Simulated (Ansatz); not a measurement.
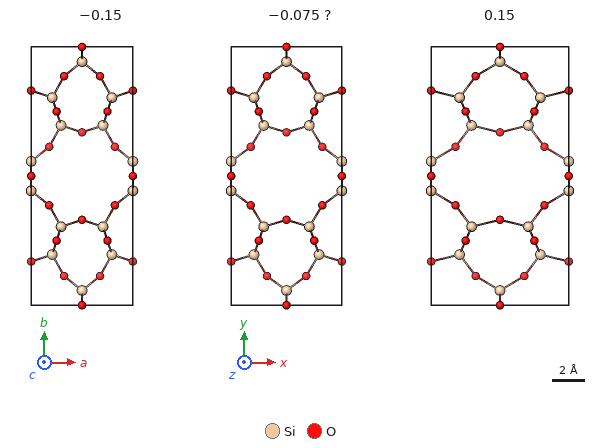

A scan of a crystal of SiO₂ (Cmcm): the cell is strained along x alone, with the atoms kept at their fractional coordinates. x, y and z are the Cartesian axes of the input. The picture is a ball-and-stick view of the conventional cell (2 times the calculation's cell), repeated 1 × 1 × 1 with one cell outlined, seen along the c axis. Lengths and directions refer to the drawn axes.

Computed with DFT PBEsol, scalar-relativistic, plane waves, PAW in Ansatz 0.2.0. Set-up: plane-wave cutoff 420 eV; k-point mesh 4 × 4 × 4; occupations gaussian; smearing width 0.05 eV; no spin polarisation. Energies (free energies at the smearing named) are counted from the relaxed crystal.

| strain | energy change (meV/atom) |
| --- | --- |
| −0.1500 | 554 |
| −0.1125 | 283 |
| −0.0750 | ? |
| −0.0375 | 26 |
| 0.0000 | 0 |
| 0.0375 | 22 |
| 0.0750 | 82 |
| 0.1125 | 171 |
| 0.1312 | 223 |
| 0.1500 | 281 |

Fill in the missing row.

A straight line between the two neighbours gives 154 meV/atom. A cubic through the four nearest rows (−0.1500, −0.1125, −0.0375, 0.0000) gives, with Lagrange weights, (−0.1667)(554) + (0.6667)(283) + (0.6667)(26) + (−0.1667)(0) = 114 meV/atom. The calculation gives 115 meV/atom, so the cubic is 1 meV/atom too low and the straight line 39 meV/atom too high, as the curve bends upwards here.

The whole profile:

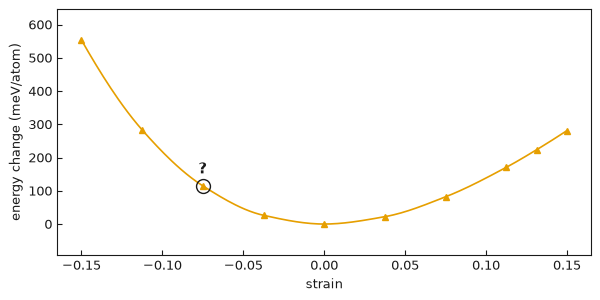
